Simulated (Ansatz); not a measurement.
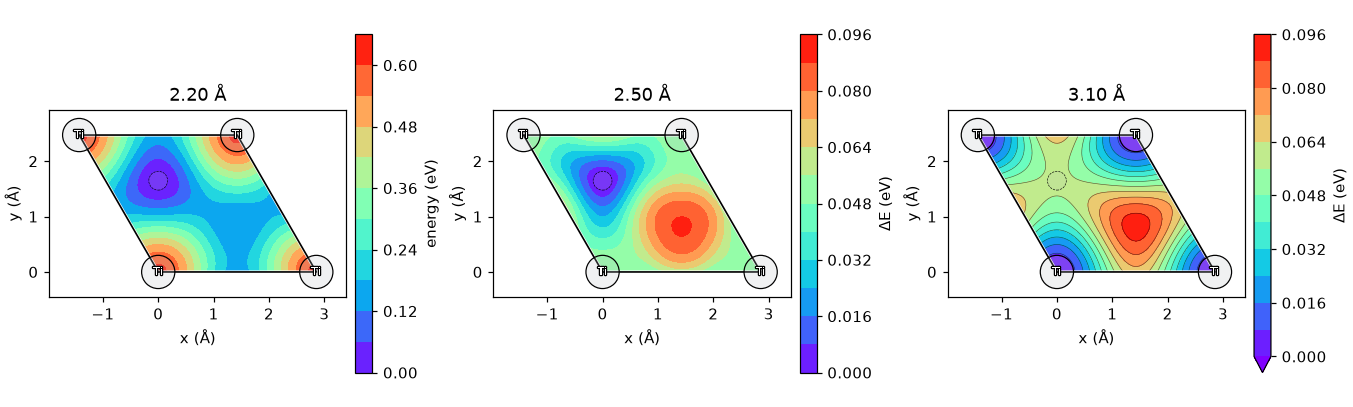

Three maps of one series, each from its own lowest grid point and on its own colour scale; the height changes from map to map. Si on a Ti(111) slab cut from the Fm-3m phase, its upper half relaxed before the scan (12 atoms of substrate and one adsorbate in a 2 × 2 cell). 
- Si is moved over the surface cell at a fixed height above a rigid substrate; the origin of the map has the adsorbate above Ti9.
- Places are given modulo a cell vector. The map is drawn in real space over the plane of the surface.
- The scan uses a 6 × 6 grid.
- Places are given in fractions of the 1 × 1 surface cell.
- Energies are in eV, from the lowest grid point.
- The runs have no spin polarisation, so an open-shell adsorbate far from the surface lies too high. At a fixed height the lowest place need not be the adsorption site.
- The calculation used Ansatz, DFT PBE+D3(BJ), scalar-relativistic, plane waves, PAW. Settings: cutoff 420 eV, k-mesh 6×6×1, gaussian smearing 0.1 eV, no spin polarisation.

Drawn: filled contours, labelled circles for the atoms of the top layer and small ones for the second layer, the outline of one cell of the plane. Between grid points the surface is interpolated.

The span runs from the lowest to the highest grid point; passes are read from the interpolated surfaces.

| height | lowest grid point | span (eV) | easiest pass (eV) |
| --- | --- | --- | --- |
| 2.20 Å | a threefold hollow over a second-layer Ti atom | 0.612 | 0.16 |
| 2.50 Å | a threefold hollow over a second-layer Ti atom | 0.089 | 0.052 |
| 3.10 Å | the top site over a surface Ti atom | 0.092 | 0.057 |

One more map of the series was computed, for the height 2.80 Å. What do you expect for it?

Answer. The computed span is 0.110 eV, within the range of the others. The lowest grid point is the top site over a surface Ti atom, as for 3.10 Å. The easiest pass out of the lowest well is about 0.054 eV.

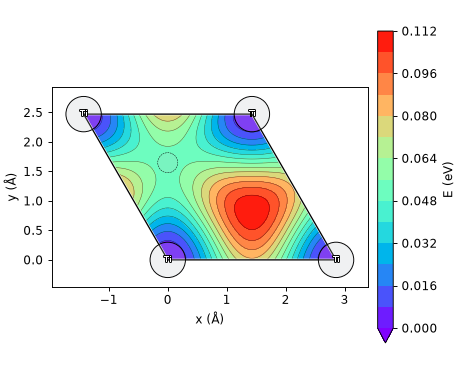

The map for 2.80 Å.

PAW datasets: the set soft_1.
